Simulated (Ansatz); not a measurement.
# Single-point calculation, with input and output: B₃₂N₃₃ (part 1 of 2)

- system: B₃₂N₃₃ (defect cell, 65 atoms in the cell)
- method: DFT PBE, scalar-relativistic, plane waves, PAW, spin-polarised (Ansatz 0.2.0)

The structure derives from a Materials Project entry.

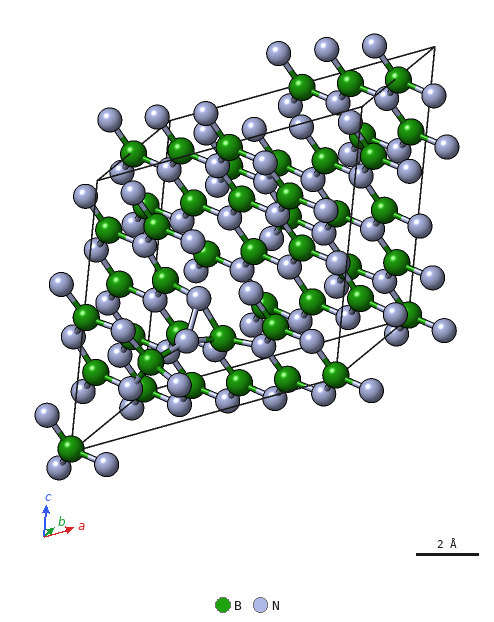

Fig. 1: The structure as given in the input (ball-and-stick view of the cell of the calculation, seen slightly off an axis; bonded neighbours outside the cell are drawn too). An atom can appear more than once, as a periodic image. Near neighbours in the periodic cell (some may lie outside the picture): B has 3 N at 1.42 to 1.49 Å; B has 4 N at 1.47 to 1.64 Å; N has 3 B at 1.42 to 1.51 Å; N has 3 B at 1.49 to 1.60 Å and 1 N at 1.48 Å; N has 2 B at 1.50 to 1.64 Å and 1 N at 1.48 Å.

### The input
```yaml
crystal:
  lattice:
    - [-5.004487, -2.889342, 6.745869]
    - [5.004487, -2.889342, 6.745869]
    - [0.0, 5.778684, 6.745869]
  atoms:
    - { symbol: B, position: [0.9972666303, 0.4967206485, 0.5095474585] }
    - { symbol: B, position: [0.2560183674, 0.7573501503, 0.4926217106] }
    - { symbol: B, position: [0.2521276561, 0.5021701987, 0.7383821877] }
    - { symbol: B, position: [0.5039395094, 0.5038394249, 0.4901367327] }
    - { symbol: B, position: [0.7485446978, 0.745362429, 0.5094935763] }
    - { symbol: B, position: [1.0078279044, 1.0055155296, 0.4925968444] }
    - { symbol: B, position: [0.2382756339, 0.2470568579, 0.5132709966], spin: 0.01 }
    - { symbol: B, position: [0.7481442142, 0.4962770654, 0.7598048407] }
    - { symbol: B, position: [1.0035034991, 0.7530205579, 0.7398167521] }
    - { symbol: B, position: [0.2494993721, 0.9976311202, 0.7633746591] }
    - { symbol: B, position: [1.0007037898, 0.5006152663, 0.987405724] }
    - { symbol: B, position: [0.250504009, 0.7485537901, 1.0121000436] }
    - { symbol: B, position: [0.2489464991, 0.4967164701, 0.2577027661] }
    - { symbol: B, position: [0.4989151964, 0.9864446463, 0.5132005973], spin: 0.01 }
    - { symbol: B, position: [0.7543648744, 0.2534746601, 0.4901464459] }
    - { symbol: B, position: [0.500867059, 0.7465057513, 0.762984542] }
    - { symbol: B, position: [0.7526268892, 1.0016198605, 0.738354391] }
    - { symbol: B, position: [0.9984123271, 0.2490374341, 0.7630380393] }
    - { symbol: B, position: [0.4991699176, 0.4980211605, 1.009887801] }
    - { symbol: B, position: [0.7510702548, 0.7501933364, 0.9873807938] }
    - { symbol: B, position: [1.0004354353, 0.998642008, 1.0121126155] }
    - { symbol: B, position: [0.248905942, 0.2499087784, 0.9864237493] }
    - { symbol: B, position: [0.7517123186, 0.5012128541, 0.2383342438] }
    - { symbol: B, position: [0.9996662094, 0.7477952843, 0.2606883015] }
    - { symbol: B, position: [0.2715050122, 1.0209870204, 0.2530217532] }
    - { symbol: B, position: [0.5023565449, 0.2518703836, 0.739456522] }
    - { symbol: B, position: [0.5003627876, 0.9983848269, 0.9863579931] }
    - { symbol: B, position: [0.74985982, 0.2472563372, 1.0098602516] }
    - { symbol: B, position: [0.5020440691, 0.7511404078, 0.2376959451] }
    - { symbol: B, position: [0.7485378142, 0.9970169704, 0.2576310408] }
    - { symbol: B, position: [1.0016963461, 0.2515780149, 0.2377238276] }
    - { symbol: B, position: [0.4866599994, 0.2348202944, 0.2341071949] }
    - { symbol: "N", position: [0.6672660007, 0.161527572, 0.1729875884], spin: 0.01 }
    - { symbol: "N", position: [0.9169961892, 0.4173773419, 0.1537964189] }
    - { symbol: "N", position: [0.9218201241, 0.1714333066, 0.4082207996] }
    - { symbol: "N", position: [0.1648838519, 0.1679728777, 0.1519774918], spin: 0.04 }
    - { symbol: "N", position: [0.4135053052, 0.4154884241, 0.1730844471], spin: 0.01 }
    - { symbol: "N", position: [0.6678261488, 0.6664572475, 0.1537549044] }
    - { symbol: "N", position: [0.916638566, 0.9143452173, 0.177788774] }
    - { symbol: "N", position: [0.4003795802, 0.1485714365, 0.4239945177], spin: 0.01 }
    - { symbol: "N", position: [0.6701092221, 0.4196167152, 0.4066791976] }
    - { symbol: "N", position: [0.9149888039, 0.6631207572, 0.4261750948] }
    - { symbol: "N", position: [0.6694224378, 0.1689817525, 0.6558984281] }
    - { symbol: "N", position: [0.9150091076, 0.4133283385, 0.6762357631] }
    - { symbol: "N", position: [0.9173808715, 0.1650793826, 0.9283894104] }
    - { symbol: "N", position: [0.1662156141, 0.6647591511, 0.1777922937] }
    - { symbol: "N", position: [0.4184181201, 0.9143133469, 0.151918338], spin: 0.05 }
    - { symbol: "N", position: [0.1630921417, 0.4113741015, 0.4248962103] }
    - { symbol: "N", position: [0.4219260293, 0.6713240186, 0.4082289408] }
    - { symbol: "N", position: [0.663207449, 0.9111924074, 0.4248409743] }
    - { symbol: "N", position: [0.1654775431, 0.1651869513, 0.6805756574] }
    - { symbol: "N", position: [0.4194532806, 0.4189315392, 0.6558989081] }
    - { symbol: "N", position: [0.6651835024, 0.6631113682, 0.6762125825] }
    - { symbol: "N", position: [0.920577421, 0.9199369904, 0.6569326442] }
    - { symbol: "N", position: [0.4177431292, 0.1672584456, 0.9042514371] }
    - { symbol: "N", position: [0.665018988, 0.4131487078, 0.9252668351] }
    - { symbol: "N", position: [0.9187079029, 0.6682306062, 0.9050934572] }
    - { symbol: "N", position: [0.1769668933, 0.9264699296, 0.4153240166] }
    - { symbol: "N", position: [0.1704484627, 0.6701153786, 0.6569608316] }
    - { symbol: "N", position: [0.4169832347, 0.9135605784, 0.6804436801] }
    - { symbol: "N", position: [0.1664780592, 0.4167836531, 0.9025769766] }
    - { symbol: "N", position: [0.416961265, 0.6655154835, 0.9283889654] }
    - { symbol: "N", position: [0.6672176228, 0.9159390462, 0.9025158114] }
    - { symbol: "N", position: [0.166432129, 0.9145597994, 0.9280152198] }
    - { symbol: "N", position: [0.3752853964, 0.1240591393, 0.2797440013], spin: 0.39 }
magnetization:
  spin_polarized: true
basis:
  ecutwfc: 420
  fft_grid_basis: typed
kpoints:
  mp_grid: { grid: [3, 3, 3] }
hamiltonian:
  xc: pbe
  pseudopotentials: { kind: paw }
scf:
  occupations: { method: gaussian, width: 0.05 }
  n_extra_bands: 23
output:
  forces: true
  stress: false
  eigenvalues: true
  bader: false
  write_density: false
  volumetric_format: npy
  populations: true
  band_densities:
    - { e_range: [-0.96, -0.35] }
    - { e_range: [0.35, 0.96] }
    - { e_range: [0.33, 0.53] }
    - { e_range: [3.16, 3.44] }
  dos:
    e_range: [-30, 8]
    de: 0.02
    method: { smearing: { sigma: 0.03, scheme: gaussian } }
    projected: { site_lists: { B: [B], "N": ["N"] } }
checkpoint:
  read: start.run
  write: ck
  compress: false
  write_wavefunctions: false
  write_every: 100000
```

Launch command:
```bash
ansatz run input.yaml --threads 4 --pin off --max-ram 10240MiB --backend cpu --events-out ev --progress --plain --runs-dir out
```

### Output
```
Warning: the band count 154 (scf.n_extra_bands) hosts the net moment |M| = 0.5300 μB (N_el = 261) but caps the reachable moment at 2·n_bands − N_el = 47.0000 μB, below the 196 bands that the automatic rule leaves for it — a moment growing past the seed, or the majority channel's smearing tail, pins there with fewer empty majority states than that count leaves; raise or omit scf.n_extra_bands unless the cap is intended
Warning: checkpoint.read: spin seed differs: saved c6694ef1d85e…, current 4034e7848488…; the loaded state replaces the seed-built initial guess (but the starting_ns of a DFT+U solve that opens without the state's occupation matrices), so the run may converge into the producing seed's basin, or, where the symmetry group that follows from this deck's starting moments and starting_ns does not hold the saved magnetisation, lose that magnetisation at its first build. Where atoms have moved since the state was saved, this difference can also decide whether moments are moved with them. A self-consistent run of this deck without the state starts from its starting moments and, under a DFT+U term, its starting_ns
scf.n_extra_bands = 23 over 131 filled bands (N_el = 261.0): the run solves 154 bands
Engine: ansatz 0.2.0, aarch64-unknown-linux-gnu
Pseudopotentials: kind: paw
Pseudopotential: B, paw, valence charge 3, recommended cutoff 420 eV (normal), B.paw.azcp
Pseudopotential: N, paw, valence charge 5, recommended cutoff 420 eV (normal), N.paw.azcp
Functional definition: PBE
  parameter kappa = 0.804
  parameter beta = 0.06672455060314922
  exchange = pbe_x(kappa = kappa, mu = beta*pi^2/3)
  correlation = pbe_c(beta = beta)
Crystal: 65 atoms, lattice volume = 585.258 Å³
Basis set: ecut = 420 eV, 11429 PW (Γ), exchange–correlation on 120×120×120 points (8 copies of the dense FFT grid, shifted against one another)
Bands: 154, of which v1, the nominal top of the filled ones, is band 131 counted from 1 (130 counted from 0)
Symmetry: 1 space group operations
Space group: P1 (ITA 1), of the structure as read, at distance tolerance 8.4e-5 Å
Magnetic group: BNS 1.1 (UNI 1), of the structure as read, at distance tolerance 8.4e-5 Å
k-points: 14 of 27 (time reversal used)
Non-local potential: B, projectors of the file, l = 0: 2, l = 1: 2, l = 2: 1
Non-local potential: N, projectors of the file, l = 0: 2, l = 1: 2, l = 2: 1
PAW form: soft (Blöchl's): semilocal exchange-correlation on the pseudo side does not see the compensation charge
PAW one-centre angular grid: B, 110 points (default); XC on 64 Gauss nodes
PAW one-centre angular grid: N, 110 points (default); XC on 64 Gauss nodes
Initial density: read from a saved state, or passed on in memory by an earlier SCF of this step, an earlier step, the calling program or the single point that the run made first
Stability of the state it starts from, as read at its close in the collinear treatment: not read negative (Ritz values of 1 − χ₀K, real part plus size of imaginary part, from 0.74 to 0.75, by its mixing steps under no symmetry); its run was given moments
Starting moments: Σ|m| = 0.53 μB on 8 of 65 sites; this step starts from the density that it was given
Initial wavefunctions: pseudopotential atomic-orbital guess
Functional: x = pbe(κ = 0.804, μ = 0.2195149727645171), c = pbe(β = 0.06672455060314922)
iter 1 solved again at ethr=3.93e-8 eV; its pass at ethr=3.10e-3 eV (dr2=1.03e-4 eV) is discarded
SCF iter   1: F=—  HF=-17735.837592 eV  |F-HF|=—  |Δ(HF+E_count)|=         —  Δρ=5.31e-7 (↑5.06e-7 ↓5.31e-7)  dr2=5.60e-9  dr2_m=6.33e-11  M=1.000 μB ∫|m|=1.100 μB  β_m=0.30  ethr=3.93e-8  ⟨swp⟩=4.1  Hψ=33163  notcnv=0
eigensolver tolerance schedule: the retry pair's looser diagonalisation over-reported the residual by 18337.53 of it (diagonalisation noise at 0.30 of the residual, at the tolerance the schedule requests for it); recorded, not acted on — ethr = c·dr2/N_el stays at c = 1.0e-1
preconditioner: auto → Resta (q_TF=auto, 2.385 Å⁻¹)  ε∞=4.7  [insulator: Δε(μ)=0.726 eV  Ē_g=12.943 eV  σ=0.050 eV  W_gap=1.00  n_scr=142 (ndim 8)  ℏωp=24.8 eV  f_vac=0.020  D(μ)=0.00/eV (n_scr^D=0)  ε∞_Penn≈4.7]
spin=Collinear: Resta preconditioning applied to the charge; magnetization (m = ρ↑ − ρ↓) channel mixes plain (no charge-response kernel on spin).
SCF iter   2: F=—  HF=-17735.838207 eV  |F-HF|=—  |Δ(HF+E_count)|=   6.15e-4  Δρ=2.85e-7 (↑2.20e-7 ↓2.85e-7)  dr2=1.41e-9  dr2_m=6.57e-11  M=1.000 μB ∫|m|=1.100 μB  β_m=0.36  ethr=2.14e-12  ⟨swp⟩=9.2  Hψ=18888  notcnv=0
SCF iter   3: F=-17735.838207 eV  HF=-17735.838207 eV  |F-HF|=1.06e-10  |Δ(HF+E_count)|=  1.09e-11  Δρ=1.53e-7 (↑1.21e-7 ↓1.53e-7)  dr2=4.40e-10  dr2_m=2.91e-11  M=1.000 μB ∫|m|=1.100 μB  ethr=1.00e-12  ⟨swp⟩=1.0  Hψ=10136  notcnv=0
SCF 1 converged in 3 iterations: F = -17735.838207 eV  dr2 = 4.40e-10
  greatest PAW one-centre occupation: 0.824 electrons in one spin orbital (limit 2), on the N atom at site 64 (counted from 0), in its partial waves of l = 0
SCF converged after 3 iterations
Magnetization: 1.0000 μB (131.0000 up, 130.0000 down)
Absolute magnetization: 1.1020 μB (∫|ρ↑−ρ↓|, with the PAW one-centre terms)
Spin contamination: 0.0033 ħ² per cell (⟨S²⟩ above its minimum at these occupations)
Per-site moments (μB) at R_I (Å): [(7.694832585329337e-5, 0.5940878491898262), (2.0701197087095e-5, 0.5905586045863571), (0.00016156615356026523, 0.5948770963590959), (-7.107248681340918e-5, 0.5946870742505906), (7.932812782568357e-5, 0.5940867045739427), (2.5077631769529595e-5, 0.5905763616343861), (0.007425029437644285, 0.5845062296316272), (-1.0815024552730678e-5, 0.5925669614415755), (0.00023243067821926698, 0.595509306281579), (2.006054699487903e-5, 0.5904824366654603), (0.0007095422729229641, 0.5954486100666404), (0.0001861331088552856, 0.595330211946704), (0.0005422869568680792, 0.5899769663298052), (0.007469927963510161, 0.584499431383117), (-6.975543583214769e-5, 0.5946681911684195), (0.00036847245641945427, 0.5908400167634376), (0.00015989307872298325, 0.5948947840554346), (0.00036707156124118293, 0.5908243273820564), (0.000952301919638008, 0.5896792878584349), (0.0007153017476726652, 0.5954360756535136), (0.0001814335634297138, 0.5953053781050057), (0.0019121591931099786, 0.5924459854375772), (-6.719762001699265e-5, 0.5947286014540205), (0.00015026952260343331, 0.5947697284577219), (-0.004747504020737154, 0.6167168352097809), (-0.00014105024080983148, 0.5946424740515804), (0.0019224737723539372, 0.5925319406580649), (0.0009442138022888205, 0.5896764359656331), (0.0007015868743492727, 0.5911317290290562), (0.0005213188555471756, 0.5899457975636334), (0.0006941888518671079, 0.5910988162189872), (-0.004788029681889452, 0.6050576034650823), (0.01199545243022056, 0.5896764359656331), (0.0014759316542547242, 0.5947286014540205), (0.0016881753024627964, 0.5946681911684195), (0.04436117626027831, 0.5910988162189872), (0.012145763998611059, 0.5896792878584349), (0.001511298975268355, 0.5947497157708763), (0.0008823064611166559, 0.5946278191920994), (0.013261242908673435, 0.6099728377184505), (0.001334774694950264, 0.5959535883852155), (3.6409721431732634e-6, 0.5940867045739427), (0.00048465357639824823, 0.5964054779458421), (0.0008024563434125524, 0.5947505962402121), (0.0015374095652183374, 0.5908243273820564), (0.0008986903201375129, 0.594627709574062), (0.04548751627760749, 0.5911317290290562), (0.00286368786831534, 0.5872572062066511), (0.0017226711749484904, 0.5946870742505906), (0.002770658968763058, 0.5872527415309964), (0.0019308470343123577, 0.5845062296316272), (0.00047074826993463384, 0.5963902946213305), (0.0007832300727164079, 0.5947593268338195), (0.0006379137246092066, 0.5948947840554346), (-0.0009730526751260206, 0.5946424740515804), (-4.267825044771396e-5, 0.5925669614415755), (0.0019375931919686413, 0.5954360756535136), (-0.00029411603967070604, 0.5905586045863571), (0.0006380387860686341, 0.5948770963590959), (0.0019032886215194812, 0.584499431383117), (0.002779727704287082, 0.5955469275232854), (0.0015265258409856712, 0.5908400167634376), (0.0028220975142519275, 0.5955395129828438), (7.150954404769144e-5, 0.5904824366654603), (0.38597477042727174, 0.6099728377184505)]
Free energy (F): -17735.838207 eV
Harris-Foulkes:  -17735.838207 eV  (|F-HF|=1.06e-10)
Internal energy: -17735.838207 eV  (E = F + TS)
E sigma→0 (E₀):  -17735.838207 eV
Fermi energy:    5.453485 eV
--- Per-component energies (eV) ---
  E_band       = -628.768272
  E_kinetic    = 6010.361446
  E_local      = -11611.951199  (includes V_loc(G=0)·N_el)
  E_nonlocal   = 1898.092256
  E_hartree    = 3782.618911
  E_xc         = -3012.961200
  E_vxc        = -3740.142244  (∫ρ·V_xc dr)
  E_paw        = -6745.669978  (= ΣΔE_a)
  E_vpaw       = -750.369073  (= ΣTr[D̂ρ^β])
  E_aug_tail   = 0.003291  (compensation charges beyond the density's cutoff)
  E_ewald      = -8056.331735
  E_smearing   = -0.000000  (= −TS)
  E_closure    = 0.000000  (closes the sum)
  Σ components = -17735.838207   (vs F -17735.838207, Δ=0.00e0)
```
